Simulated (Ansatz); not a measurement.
## Electronic structure of SrSnO$_{3}$ in real space

```
Sr Sn O
1.0
     5.81022    0.00000    0.00000
     0.00000    8.17875    0.00000
     0.00000    0.00000    5.77531
Sr Sn O
4 4 12
Direct
  0.03305 0.25000 0.99282
  0.96695 0.75000 0.00718
  0.46695 0.75000 0.49282
  0.53305 0.25000 0.50718
  0.50000 0.00000 0.00000
  0.50000 0.50000 0.00000
  0.00000 0.00000 0.50000
  0.00000 0.50000 0.50000
  0.48111 0.25000 0.07446
  0.51889 0.75000 0.92554
  0.01889 0.75000 0.57446
  0.98111 0.25000 0.42554
  0.28630 0.03932 0.71281
  0.71370 0.53932 0.28719
  0.21370 0.96068 0.21281
  0.78630 0.46068 0.78719
  0.71370 0.96068 0.28719
  0.28630 0.46068 0.71281
  0.78630 0.03932 0.78719
  0.21370 0.53932 0.21281
```

Space group Pnma; computed pressure about −5 GPa in this cell.

Computed with DFT r2SCAN, scalar-relativistic, plane waves, PAW in Ansatz.

The density is the valence pseudo-density of a PAW calculation; it isn't the true density close to the nuclei.

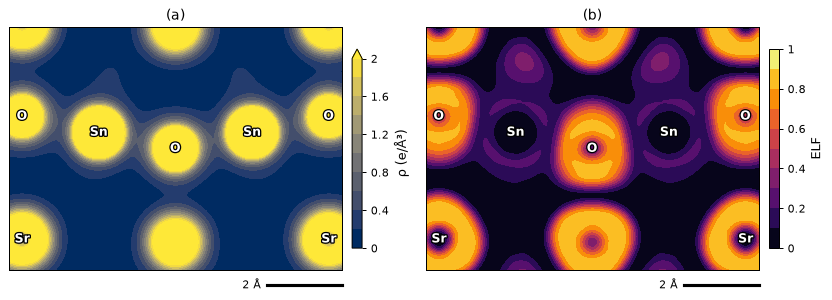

Figure 1. (a) valence charge density (pseudo); (b) electron localisation function on the (100) plane of the conventional cell.

Q: Read the bonding off the picture.

A:
- Atoms in the plane: Sr, Sn and O.
- Atoms just off the plane (Sr, 0.3 Å away) can leave unmarked features too.
- Sn–O (2.09 Å): the density is about 0.6 e/Å³ at the midpoint; the ELF peaks at about 0.80 in the valence shell of O, 0.6 Å from its nucleus, and is about 0.25 at the midpoint; no shared electron pair shows on this line.
- Between the atoms the lowest density in this plane is 0.04 e/Å³.
- The features right at Sr lie inside the PAW spheres, where the map follows smoothed inner orbitals and isn't to be read closely.

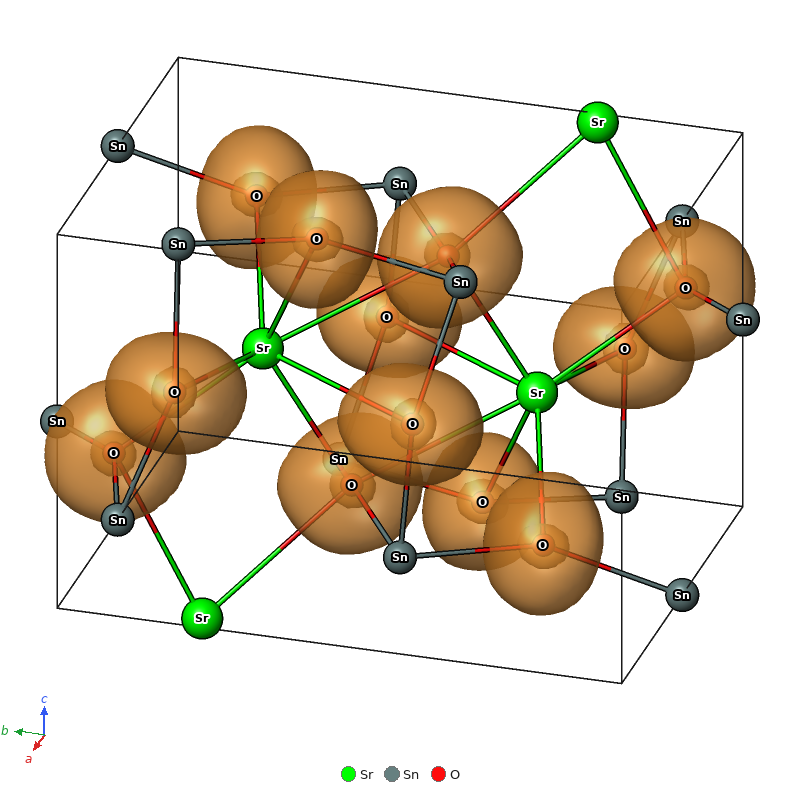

Figure 2. Isosurface of the electron localisation function at 0.65 (orange), seen at an oblique angle. Core shells and regions of very low density are left out. Sticks mark near contacts.

Q: What do the ELF domains correspond to?

A: The ELF exceeds this value in twelve regions wrapped around O (the valence shell of each), counted in one cell of 20 atoms. Regions shared between cells count once. Profiles from the grid: Sr–O (2.52 Å): the ELF peaks at about 0.85 in the valence shell of O, 0.7 Å from its nucleus, and drops to about 0.05 between the two atoms: a largely ionic contact.

Q: Does the calculation make it a metal, or give it a gap?

A: It is gapped, with a Kohn–Sham gap of 2.3 eV on the k-point mesh (the band edges may lie off the mesh, which would make the gap smaller).
